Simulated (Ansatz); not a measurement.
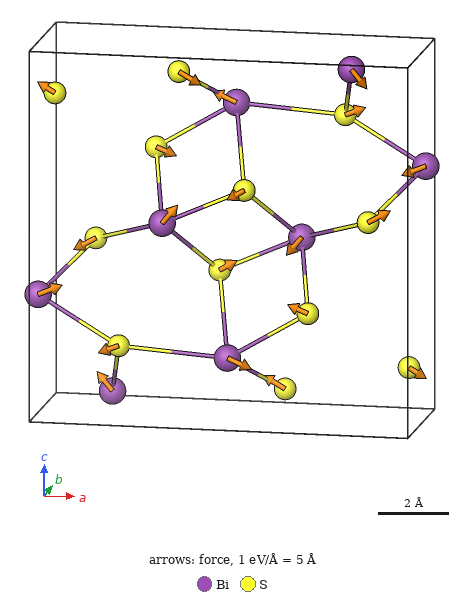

Starting geometry of a crystal of Bi2S3 (built on the database structure type) with the computed forces as orange arrows. A ball-and-stick model of the cell of the calculation, seen slightly off an axis.

Level of theory: DFT, r2SCAN+rVV10, plane waves, PAW in Ansatz 0.2.0. (plane-wave cutoff 500 eV; k-point mesh 2 × 6 × 2; occupations fermi dirac; smearing width 0.02 eV; no spin polarisation; cell and atoms relaxed; force threshold 0.005 eV/Å)

Q: What follows when this structure is relaxed?

A: It isn't relaxed: the largest force vector, on Bi atoms, is 0.16 eV/Å. The final displacements follow the starting forces only in part (cosine between the two patterns 0.79). The largest moves relative to the cell, 0.086 Å, are those of Bi atoms. By element the largest moves are Bi 0.086 Å, S 0.054 Å. The drawn cell changes as follows: a 11.147 → 11.355 Å (+1.9 %), b 3.978 → 3.986 Å (+0.2 %), c 10.961 → 11.078 Å (+1.1 %); the volume changes by +3.2 %. Some distances before and after: Bi–S 3.212 → 3.403 Å, Bi–S 3.229 → 3.327 Å, Bi–S 2.923 → 2.990 Å, Bi–S 2.988 → 3.039 Å. Bond angles that change, for instance: S–Bi–S 150.2° → 153.5°, S–Bi–S 80.3° → 82.8°. The space group stays Pnma (No. 62). The energy falls by 4.2 meV per atom in 4 accepted moves (7 points after the start). Largest force component: 0.15 eV/Å at the start, 0.0023 eV/Å at the end. Pressure: 0.44 GPa at the start and 0.00 GPa at the end. The line search rejected the trial steps at points 1, 3 of the run. At 1 point the geometry stayed and the basis and grid were re-selected for the new cell (energy shift of 0.1 meV per atom at most each time). Cost: 41 s on 1 × NVIDIA H100 80GB HBM3 with 2 threads of AMD EPYC 7R13 Processor (Zen 3), on a shared host, peak memory 1.5 GiB.
